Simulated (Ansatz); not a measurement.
SiC: single-point calculation

System: SiC (slab, 24 atoms in the cell).
Method: DFT PBE, scalar-relativistic, plane waves, PAW, no spin polarisation (Ansatz 0.2.0).

The structure derives from an entry of the Crystallography Open Database. It belongs to a series of runs on one base structure; here: the slab at its places in the relaxed adsorbed structure. Figures and captions count atoms from 1; the log counts them from 0 in places.

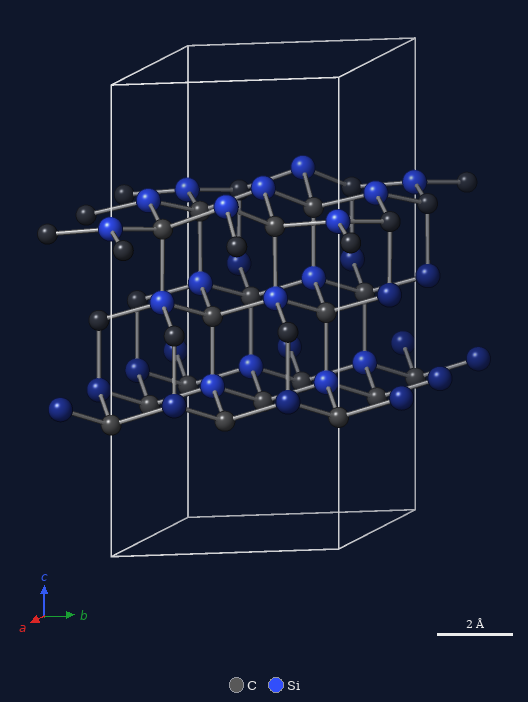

**Figure 1.** The structure as given in the input (ball-and-stick view of the cell of the calculation, with the vacuum cut short, seen slightly off an axis; neighbours outside the cell are drawn fainter). Near neighbours in the crystal (not all of them lie inside the picture): C has 3 Si at 1.90 Å; Si has 4 C at 1.88 to 2.00 Å; C has 4 Si at 1.81 to 2.00 Å; Si has 3 C at 1.81 to 1.94 Å.

The input:
```yaml
crystal:
  lattice:
    - [6.1938710284, 0.0, 0.0]
    - [-3.0969355142, 5.3640496583, 0.0]
    - [0.0, 0.0, 25.2122338321]
  atoms:
    - { symbol: C, position: [0.5, 0.0, 0.317306275] }
    - { symbol: C, position: [0.5, 0.5, 0.317306275] }
    - { symbol: C, position: [0.0, 0.0, 0.317306275] }
    - { symbol: C, position: [0.0, 0.5, 0.317306275] }
    - { symbol: Si, position: [0.1666666667, 0.8333333333, 0.3423797896] }
    - { symbol: Si, position: [0.1666666667, 0.3333333333, 0.3423797896] }
    - { symbol: Si, position: [0.6666666667, 0.8333333333, 0.3423797896] }
    - { symbol: Si, position: [0.6666666667, 0.3333333333, 0.3423797896] }
    - { symbol: C, position: [0.6666666667, 0.8333333333, 0.4176003336] }
    - { symbol: C, position: [0.6666666667, 0.3333333333, 0.4176003336] }
    - { symbol: C, position: [0.1666666667, 0.8333333333, 0.4176003336] }
    - { symbol: C, position: [0.1666666667, 0.3333333333, 0.4176003336] }
    - { symbol: Si, position: [0.3327096372, 0.6651348094, 0.4421253053] }
    - { symbol: Si, position: [0.3332839275, 0.1675093163, 0.4405860823] }
    - { symbol: Si, position: [0.8329733421, 0.6663473391, 0.4413495535] }
    - { symbol: Si, position: [0.8346129561, 0.1680315765, 0.4410115665] }
    - { symbol: C, position: [0.8304505843, 0.6626780136, 0.5190249613] }
    - { symbol: C, position: [0.8347375341, 0.1706001324, 0.5202274847] }
    - { symbol: C, position: [0.3335307441, 0.6646777579, 0.5184083122] }
    - { symbol: C, position: [0.3359083943, 0.1664684724, 0.5185227758] }
    - { symbol: Si, position: [0.4998871542, 0.5001588682, 0.5477565014] }
    - { symbol: Si, position: [0.4989519668, -0.0053394624, 0.538338281] }
    - { symbol: Si, position: [0.0041584618, 0.5069685153, 0.5487491931] }
    - { symbol: Si, position: [-0.0015205255, -0.003803411, 0.5288217094] }
basis:
  ecutwfc: 420
kpoints:
  mp_grid: { grid: [3, 3, 1] }
hamiltonian:
  xc: pbe
scf:
  occupations: { method: gaussian, width: 0.05 }
output:
  forces: true
  eigenvalues: true
  write_density: true
  volumetric_format: npy
efield:
  axis: 3
  dipole_correction: true
  ramp_width: 0.04
```

Machine: 2 threads of Arm Neoverse V1, 24 GiB of memory available, shared host.

Command:
```bash
ansatz run input.yaml --threads 2 --pin off --max-ram 5120MiB --backend cpu --events-out ev --progress --plain --runs-dir out
```

Output:
```
Engine: ansatz 0.2.0, aarch64-unknown-linux-gnu
Pseudopotentials: kind: paw
Pseudopotential: C, paw, valence charge 4, recommended cutoff 420 eV (normal), C.paw.azcp
Pseudopotential: Si, paw, valence charge 4, recommended cutoff 420 eV (normal), Si.paw.azcp
Functional definition: PBE
  parameter kappa = 0.804
  parameter beta = 0.06672455060314922
  exchange = pbe_x(kappa = kappa, mu = beta*pi^2/3)
  correlation = pbe_c(beta = beta)
Crystal: 24 atoms, lattice volume = 837.657 Å³
Basis set: ecut = 420 eV, 16423 PW (Γ), exchange–correlation on 90×90×360 points (8 copies of the dense FFT grid, shifted against one another)
Bands: 72, of which v1, the nominal top of the filled ones, is band 48 counted from 1 (47 counted from 0)
Symmetry: 1 space group operations
Space group: P1 (ITA 1), of the structure as read, at distance tolerance 9.4e-5 Å
k-points: 5 of 9 (time reversal used)
Non-local potential: C, projectors of the file, l = 0: 2, l = 1: 2, l = 2: 1
Non-local potential: Si, projectors of the file, l = 0: 2, l = 1: 2, l = 2: 2
PAW form: soft (Blöchl's): semilocal exchange-correlation on the pseudo side does not see the compensation charge
PAW one-centre angular grid: C, 110 points (default); XC on 64 Gauss nodes
PAW one-centre angular grid: Si, 110 points (default); XC on 64 Gauss nodes
Initial density: superposition of atomic densities (neutral atoms: chi_scale 0, normalization atom), corrected by the library's trained network
Initial wavefunctions: pseudopotential atomic-orbital guess
Functional: x = pbe(κ = 0.804, μ = 0.2195149727645171), c = pbe(β = 0.06672455060314922)
SCF iter   1: F=—  HF=-10630.169464 eV  |F-HF|=—  |Δ(HF+E_count)|=         —  Δρ=9.49e-3  dr2=1.18e1  ethr=1.77e-3  p=0.559 e·Å  D=1.21e-1 V/Å  ΔV_dip=-3.05 eV  dr2_dipole=4.89e0  V_vac-E_F(+/−)=4.28/7.33 eV  ⟨swp⟩=10.4  Hψ=2294  notcnv=0  defer=52
efield: sawtooth ramp at fractional position 0.9130 (placed from the atoms, in the widest stretch of the axis that holds none; the zero of the levels goes with the place), width 0.0400; the density the first Hamiltonian is built on has a dipole p = 0.559 e·Å; the dipole correction subtracts the counter field D = 1.21e-1 V/Å, which shifts the + side's vacuum level by -3.05 eV against the − side's; the planar-averaged density in the ramp window peaks in size at 3.5e-6 e/Å³
preconditioner: auto → LDOS  [metal: Δε(μ)=0.045 eV  Ē_g=10.476 eV  σ=0.050 eV  W_gap=0.45  n_scr=92 (ndim 8)  ℏωp=12.6 eV  f_vac=0.615  D(μ)=15.14/eV (n_scr^D=80)  β→1.0]
SCF iter   2: F=—  HF=-10631.400600 eV  |F-HF|=—  |Δ(HF+E_count)|=    1.23e0  Δρ=2.28e-2  dr2=7.17e1  ethr=1.77e-3  p=0.235 e·Å  D=5.07e-2 V/Å  ΔV_dip=-1.28 eV  dr2_dipole=2.81e1  V_vac-E_F(+/−)=5.40/6.68 eV  ⟨swp⟩=3.2  Hψ=494  notcnv=0  defer=83  recentre
SCF iter   3: F=—  HF=-10629.987571 eV  |F-HF|=—  |Δ(HF+E_count)|=    1.41e0  Δρ=3.67e-3  dr2=1.53e0  ethr=1.77e-3  p=0.470 e·Å  D=1.01e-1 V/Å  ΔV_dip=-2.56 eV  dr2_dipole=6.21e-1  V_vac-E_F(+/−)=4.46/7.02 eV  ⟨swp⟩=3.0  Hψ=428  notcnv=0  defer=83
SCF iter   4: F=—  HF=-10629.979797 eV  |F-HF|=—  |Δ(HF+E_count)|=   7.77e-3  Δρ=1.78e-3  dr2=7.32e-2  ethr=1.59e-3  p=0.422 e·Å  D=9.13e-2 V/Å  ΔV_dip=-2.30 eV  dr2_dipole=4.38e-5  V_vac-E_F(+/−)=4.47/6.77 eV  ⟨swp⟩=1.0  Hψ=415  notcnv=0  defer=62
SCF iter   5: F=—  HF=-10629.968044 eV  |F-HF|=—  |Δ(HF+E_count)|=   1.18e-2  Δρ=6.34e-4  dr2=8.56e-3  ethr=7.63e-5  p=0.410 e·Å  D=8.86e-2 V/Å  ΔV_dip=-2.23 eV  dr2_dipole=6.74e-4  V_vac-E_F(+/−)=4.45/6.69 eV  ⟨swp⟩=2.2  Hψ=442  notcnv=0  defer=86
SCF iter   6: F=—  HF=-10629.967352 eV  |F-HF|=—  |Δ(HF+E_count)|=   6.93e-4  Δρ=3.48e-4  dr2=8.08e-3  ethr=8.91e-6  p=0.403 e·Å  D=8.70e-2 V/Å  ΔV_dip=-2.19 eV  dr2_dipole=2.66e-3  V_vac-E_F(+/−)=4.47/6.66 eV  ⟨swp⟩=2.0  Hψ=463  notcnv=0  defer=86
SCF iter   7: F=—  HF=-10629.967253 eV  |F-HF|=—  |Δ(HF+E_count)|=   9.84e-5  Δρ=1.31e-4  dr2=4.48e-4  ethr=8.41e-6  p=0.402 e·Å  D=8.69e-2 V/Å  ΔV_dip=-2.19 eV  dr2_dipole=3.51e-5  V_vac-E_F(+/−)=4.46/6.65 eV  ⟨swp⟩=1.0  Hψ=274  notcnv=0  defer=86
SCF iter   8: F=—  HF=-10629.967210 eV  |F-HF|=—  |Δ(HF+E_count)|=   4.36e-5  Δρ=6.07e-5  dr2=1.58e-4  ethr=4.67e-7  p=0.402 e·Å  D=8.68e-2 V/Å  ΔV_dip=-2.19 eV  dr2_dipole=3.46e-5  V_vac-E_F(+/−)=4.46/6.64 eV  ⟨swp⟩=2.0  Hψ=477  notcnv=0  defer=86
SCF iter   9: F=—  HF=-10629.967220 eV  |F-HF|=—  |Δ(HF+E_count)|=   1.04e-5  Δρ=2.31e-5  dr2=3.68e-5  ethr=1.65e-7  p=0.401 e·Å  D=8.67e-2 V/Å  ΔV_dip=-2.18 eV  dr2_dipole=1.46e-5  V_vac-E_F(+/−)=4.45/6.64 eV  ⟨swp⟩=2.4  Hψ=357  notcnv=0  defer=86
SCF iter  10: F=—  HF=-10629.967464 eV  |F-HF|=—  |Δ(HF+E_count)|=   2.43e-4  Δρ=1.20e-5  dr2=4.06e-6  ethr=3.83e-8  p=0.401 e·Å  D=8.65e-2 V/Å  ΔV_dip=-2.18 eV  dr2_dipole=6.66e-7  V_vac-E_F(+/−)=4.45/6.64 eV  ⟨swp⟩=1.6  Hψ=356  notcnv=0  defer=86
SCF iter  11: F=—  HF=-10629.967464 eV  |F-HF|=—  |Δ(HF+E_count)|=   5.63e-7  Δρ=5.11e-6  dr2=4.62e-7  ethr=4.23e-9  p=0.401 e·Å  D=8.65e-2 V/Å  ΔV_dip=-2.18 eV  dr2_dipole=1.04e-8  V_vac-E_F(+/−)=4.45/6.64 eV  ⟨swp⟩=2.2  Hψ=440  notcnv=0  defer=86
SCF iter  12: F=-10629.967464 eV  HF=-10629.967464 eV  |F-HF|=8.72e-8  |Δ(HF+E_count)|=   9.82e-8  Δρ=2.47e-6  dr2=8.35e-8  ethr=1.04e-10  p=0.400 e·Å  D=8.65e-2 V/Å  ΔV_dip=-2.18 eV  dr2_dipole=4.84e-10  V_vac-E_F(+/−)=4.45/6.64 eV  ⟨swp⟩=35.2  Hψ=3389  notcnv=0
SCF 1 converged in 12 iterations: F = -10629.967464 eV  dr2 = 8.35e-8
  greatest PAW one-centre occupation: 0.665 electrons in one spin orbital (limit 2), on the C atom at site 2 (counted from 0), in its partial waves of l = 0
```

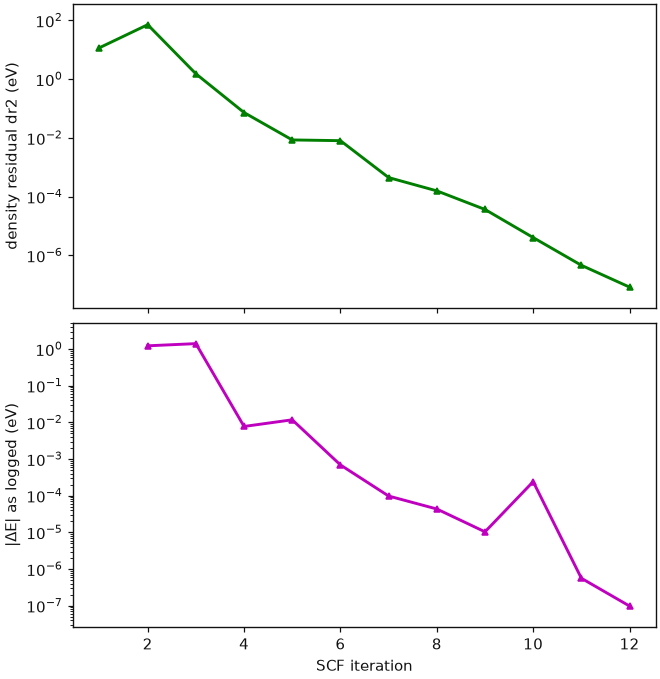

**Figure 2.** Convergence of the self-consistent field: density residual dr2 and size of the energy change against the SCF iteration. The residual comes down, with one marked jump up, by a factor of about 6, at step 2.

```
SCF converged after 12 iterations
Free energy (F): -10629.967464 eV
Harris-Foulkes:  -10629.967464 eV  (|F-HF|=8.72e-8)
Internal energy: -10629.952125 eV  (E = F + TS)
E sigma→0 (E₀):  -10629.959795 eV
Entropy (-TS):   -0.015339 eV (-0.639 meV/atom)
Fermi energy:    -0.819712 eV
Dipole field:    D = 0.086497 V/Å  (p = 0.400409 e·Å, saw-weighted, corrected)
Work function:   Φ+ = 4.4550 eV   Φ− = 6.6358 eV
Levels:          The Fermi level and band energies are counted from a zero that moves with the ramp; work functions are not
--- Per-component energies (eV) ---
  E_band       = -686.690069
  E_kinetic    = 1581.992896
  E_local      = -53830.058463  (includes V_loc(G=0)·N_el)
  E_nonlocal   = 625.617386
  E_hartree    = 26163.555439
  E_xc         = -1247.446732
  E_vxc        = -1287.054757  (∫ρ·V_xc dr)
  E_paw        = -7340.367431  (= ΣΔE_a)
  E_vpaw       = -105.018056  (= ΣTr[D̂ρ^β])
  E_aug_tail   = 0.000142  (compensation charges beyond the density's cutoff)
  E_efield     = 0.017317  (sawtooth field / dipole correction)
  E_vefield    = 0.720254  (∫n·V_field dr)
  E_ewald      = 23416.737321
  E_smearing   = -0.015339  (= −TS)
  E_closure    = 0.000000  (closes the sum)
  Σ components = -10629.967464   (vs F -10629.967464, Δ=0.00e0)
--- Forces (eV/Å), atoms counted from 1 ---
  atom   1  C     -0.00437850     0.13169039     2.26538986
  atom   2  C      0.04733983    -0.14481774     2.33483477
  atom   3  C      0.00976943     0.06520288     2.25311235
  atom   4  C     -0.04871882    -0.14389220     2.33425548
  atom   5  Si     0.03548009    -0.00879565    -3.19729962
  atom   6  Si     0.00246236     0.03080212    -3.23015234
  atom   7  Si    -0.03690531    -0.00843594    -3.20095487
  atom   8  Si    -0.00146203    -0.01608056    -3.13873404
  atom   9  C     -0.14610770    -0.07827535     0.90251555
  atom  10  C      0.03252248     0.12907834     1.02287289
  atom  11  C      0.13883122    -0.18202891     0.85378382
  atom  12  C     -0.02583640     0.25093780     0.94210940
  atom  13  Si    -0.00339642     0.21874822    -0.30606164
  atom  14  Si     0.19267874    -0.09425279    -0.07424331
  atom  15  Si     0.01898349    -0.04934636    -0.10600080
  atom  16  Si    -0.17522815    -0.11275723     0.00006570
  atom  17  C      0.04845579    -0.17318700     0.39172051
  atom  18  C      0.04368408     0.09974892     0.29573250
  atom  19  C      0.00388189    -0.20824692     0.66530717
  atom  20  C     -0.05482182     0.12730203     0.61555421
  atom  21  Si    -0.06075481    -0.09445865    -0.52167201
  atom  22  Si    -0.07327937     0.25602998    -0.46229423
  atom  23  Si     0.06876460    -0.28357954    -0.54226389
  atom  24  Si    -0.01196759     0.28862476    -0.09787982
  max |Σ_I F_I| component: 3.02e-4 eV/Å
--- Band table (eV; the first three rows and the last of 5) ---
  k-point 0: bands = ["-16.8713", "-15.4654", "-13.7409", "-13.6962", "-13.6133", "-13.4420", "-13.0696", "-12.9837", "-12.9207", "-11.0595", "-11.0514", "-11.0463", "-10.2282", "-9.9962", "-9.8744", "-9.2264", "-9.1875", "-9.1713", "-8.8163", "-7.9924", "-7.9786", "-7.9711", "-5.6875", "-5.5512", "-5.4874", "-5.4489", "-5.0071", "-4.9703", "-4.7971", "-4.5743", "-4.5609", "-4.5339", "-4.0267", "-4.0197", "-3.9043", "-3.0786", "-3.0096", "-2.4893", "-2.4735", "-2.2818", "-2.2787", "-2.2715", "-1.8877", "-1.1392", "-1.0810", "-1.0641", "-0.8681", "-0.8340", "-0.8203", "-0.7803", "-0.7799", "-0.1627", "0.8343", "0.8562", "1.0727", "2.2622", "2.2827", "2.3145", "3.1673", "3.1941", "3.2677", "3.3161", "3.4858", "4.1007", "4.3274", "4.4685", "4.5341", "4.7894", "5.1330", "5.2257", "5.2735", "5.3460"]
  k-point 1: bands = ["-16.4182", "-15.1481", "-14.9277", "-13.9506", "-13.9340", "-13.7948", "-13.0004", "-12.9749", "-12.9261", "-11.8090", "-10.9939", "-10.9832", "-9.5995", "-9.2844", "-8.8328", "-8.7487", "-8.7275", "-8.4805", "-7.8927", "-7.3285", "-7.3009", "-6.6644", "-6.4138", "-6.2922", "-5.8003", "-5.6277", "-5.5518", "-5.5361", "-5.4108", "-5.2571", "-4.8018", "-4.6854", "-4.3189", "-4.2409", "-4.2324", "-4.1126", "-3.8220", "-3.5070", "-3.4077", "-3.3981", "-2.8671", "-2.5714", "-1.9667", "-1.4557", "-1.2293", "-1.1594", "-1.0057", "-0.9402", "-0.6463", "-0.6329", "-0.5296", "0.1732", "1.2995", "2.0571", "2.3498", "2.7457", "3.0548", "3.3475", "3.5693", "3.7255", "3.9024", "4.0170", "4.2560", "4.3438", "4.4453", "4.7536", "4.9821", "5.0079", "5.2937", "5.4622", "5.5156", "5.6901"]
  k-point 2: bands = ["-16.4090", "-15.0975", "-15.0190", "-13.9737", "-13.9188", "-13.7594", "-13.0050", "-12.9504", "-12.9335", "-11.8089", "-10.9924", "-10.9849", "-9.5342", "-9.3724", "-8.8595", "-8.7888", "-8.6553", "-8.4355", "-7.9222", "-7.3169", "-7.3129", "-6.6645", "-6.4042", "-6.3446", "-5.7763", "-5.6746", "-5.5638", "-5.4932", "-5.4187", "-5.3257", "-4.7618", "-4.5830", "-4.3161", "-4.2407", "-4.2176", "-4.1379", "-3.7096", "-3.6325", "-3.4033", "-3.3874", "-2.9077", "-2.5718", "-1.9681", "-1.4424", "-1.2295", "-1.2083", "-0.9967", "-0.9729", "-0.6808", "-0.6306", "-0.4208", "0.1048", "1.3840", "2.1324", "2.2737", "2.7706", "3.0541", "3.4103", "3.5087", "3.8010", "3.8870", "4.0582", "4.1698", "4.2526", "4.4280", "4.8602", "4.9779", "5.0161", "5.2674", "5.4842", "5.5684", "5.6666"]
  k-point 4: bands = ["-16.4098", "-15.0981", "-15.0160", "-13.9798", "-13.9146", "-13.7581", "-13.0036", "-12.9528", "-12.9328", "-11.8090", "-10.9898", "-10.9876", "-9.5391", "-9.3718", "-8.8619", "-8.7883", "-8.6511", "-8.4406", "-7.9180", "-7.3166", "-7.3121", "-6.6667", "-6.4017", "-6.3427", "-5.7774", "-5.6726", "-5.5647", "-5.4942", "-5.4112", "-5.3195", "-4.7606", "-4.5908", "-4.3162", "-4.2489", "-4.2111", "-4.1350", "-3.7195", "-3.6275", "-3.4006", "-3.3923", "-2.9102", "-2.5716", "-1.9681", "-1.4424", "-1.2297", "-1.2075", "-0.9951", "-0.9730", "-0.6772", "-0.6338", "-0.4194", "0.1025", "1.3759", "2.1269", "2.2818", "2.7662", "3.0579", "3.4052", "3.5184", "3.7812", "3.8848", "4.0770", "4.1740", "4.2574", "4.4248", "4.8696", "4.9687", "5.0048", "5.2717", "5.4862", "5.6019", "5.6551"]
```

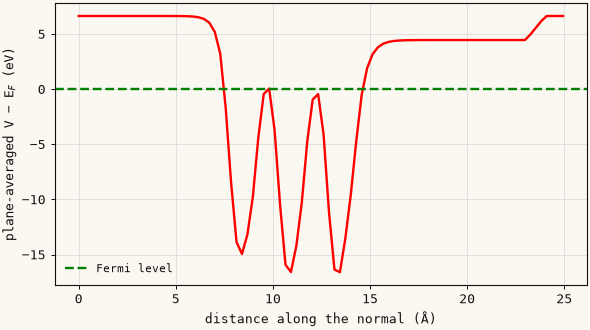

**Figure 3.** Plane average of the electrostatic potential energy of an electron across the cell, from the Fermi level. The vacuum level lies 4.45 eV above the Fermi level on the upper side and 6.64 eV on the lower.

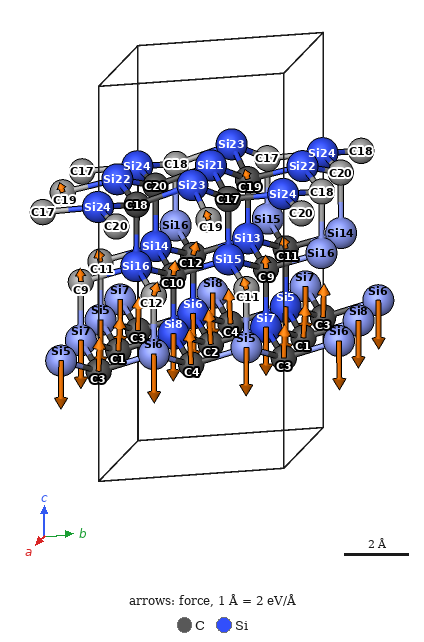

**Figure 4.** Forces on the atoms as orange arrows (ball-and-stick view of the cell of the calculation, with the vacuum cut short, seen slightly off an axis; neighbours outside the cell are drawn fainter; atoms are numbered from 1 in the order of the input); the smallest are left out. The largest act on Si6 (3.23 eV/Å); Si5, Si7 (3.20 eV/Å); Si8 (3.14 eV/Å); C2, C4 (2.34 eV/Å), among others. The geometry is not a stationary point of this energy.

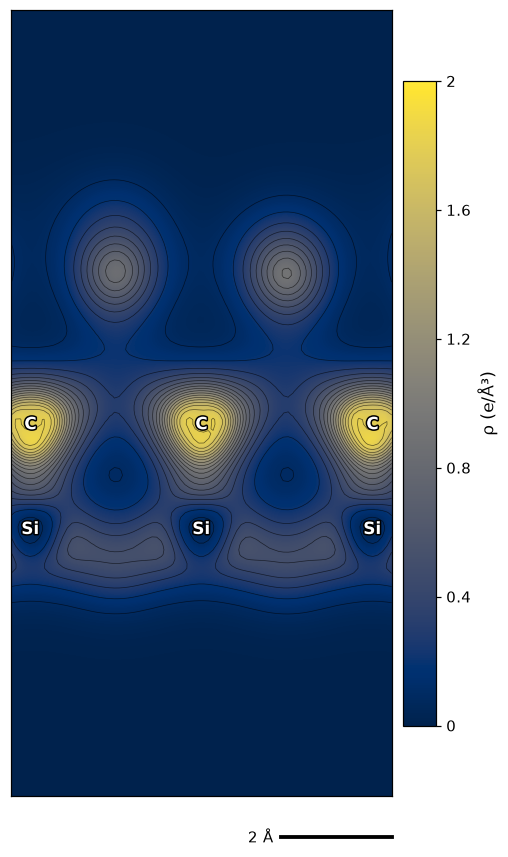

**Figure 5.** Valence pseudo-density on the (100) plane of the calculation cell, a cut from vacuum to vacuum. Atoms in the plane: Si and C. Si–C (1.90 Å): ρ is about 0.82 e/Å³ halfway. The density dies away to nearly zero in the vacuum. In a PAW calculation such maps are meaningful between the atoms, not at the nuclei.

Results in brief:

| quantity | value |
| --- | --- |
| outcome | converged |
| electrons treated | 96 |
| free energy | −10629.9675 eV |
| work function, top face | 4.45 eV |
| work function, bottom face | 6.64 eV |
| Fermi energy | −0.820 eV |
| gap on the k-point mesh | none (metallic) |
| work function (upper face) | 4.45 eV |
| largest force (length of the vector) | 3.230 eV/Å |
| wall time | 23 s (CPU time 46 s) |
| peak memory | 1.1 GiB |
